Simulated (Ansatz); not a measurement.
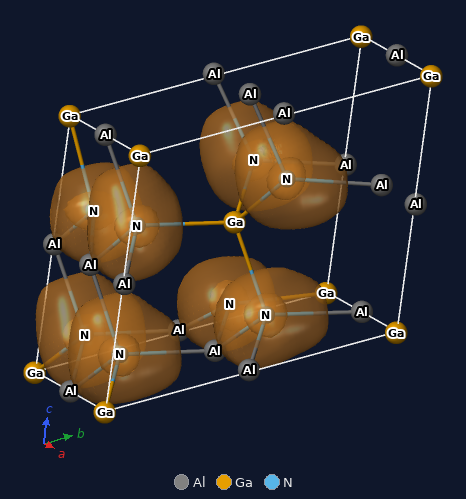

*Al5Ga2N8 (cell with a defect). Isosurface of the ELF at 0.65 (orange), seen slightly off an axis. Core shells and regions of very low density are left out. Sticks mark near contacts.*

Computed pressure about 2 GPa in this cell; computed without spin polarisation.

The calculation used DFT PBEsol, scalar-relativistic, plane waves, PAW (Ansatz 0.2.0).

Input

```
crystal:
  lattice:
    - [-4.4069948372, 4.4069948372, 0.0]
    - [0.0, 4.4069948372, -4.4069948372]
    - [-4.4069948372, 0.0, -4.4069948372]
  atoms:
    - { symbol: Al, position: [0.5, 0.0, 0.0] }
    - { symbol: Al, position: [0.5, 0.5, 0.0] }
    - { symbol: Al, position: [0.0, 0.0, 0.5] }
    - { symbol: Al, position: [0.5, 0.0, 0.5] }
    - { symbol: Al, position: [0.0, 0.5, 0.0] }
    - { symbol: Ga, position: [0.5, 0.5, 0.5] }
    - { symbol: Ga, position: [0.0, 0.0, 0.0] }
    - { symbol: "N", position: [0.6276461415, 0.1170615756, 0.6276461415] }
    - { symbol: "N", position: [0.1276461415, 0.6170615756, 0.1276461415] }
    - { symbol: "N", position: [0.6276461415, 0.6276461415, 0.6276461415] }
    - { symbol: "N", position: [0.1276461415, 0.1276461415, 0.1276461415] }
    - { symbol: "N", position: [0.1170615756, 0.6276461415, 0.6276461415] }
    - { symbol: "N", position: [0.6170615756, 0.1276461415, 0.1276461415] }
    - { symbol: "N", position: [0.6276461415, 0.6276461415, 0.1170615756] }
    - { symbol: "N", position: [0.1276461415, 0.1276461415, 0.6170615756] }
basis:
  ecutwfc: 420
kpoints:
  mp_grid: { grid: [4, 4, 4] }
hamiltonian:
  xc: pbesol
scf:
  occupations: { method: gaussian, width: 0.05 }
output:
  forces: true
  stress: true
  eigenvalues: true
  write_density: true
  write_potential: true
  elf: true
  volumetric_format: npy
relax:
  adjacent_minimum: "off"
  f_tol: 0.02
  max_steps: 50
```

Command:

```sh
ansatz run input.yaml --threads 4 --pin off --max-ram 9216MiB --backend cpu --events-out ev --progress --plain --runs-dir out
```

The fields are those of the relaxed geometry.

Describe the localisation domains.

The surface consists of eight regions on N in which the atom's valence shell and bonds are merged, counted in one cell of 15 atoms. Regions shared between cells count once.

Values along the shortest contacts:
Al–N (1.86 Å): the ELF peaks at about 0.90 between the atoms. Ga–N (1.92 Å): the ELF peaks at about 0.85 in the valence shell of N, 0.6 Å from its nucleus, and is about 0.50 at the midpoint.

Does the calculation make it a metal, or give it a gap?

It is gapless in this calculation (a metal or semimetal).
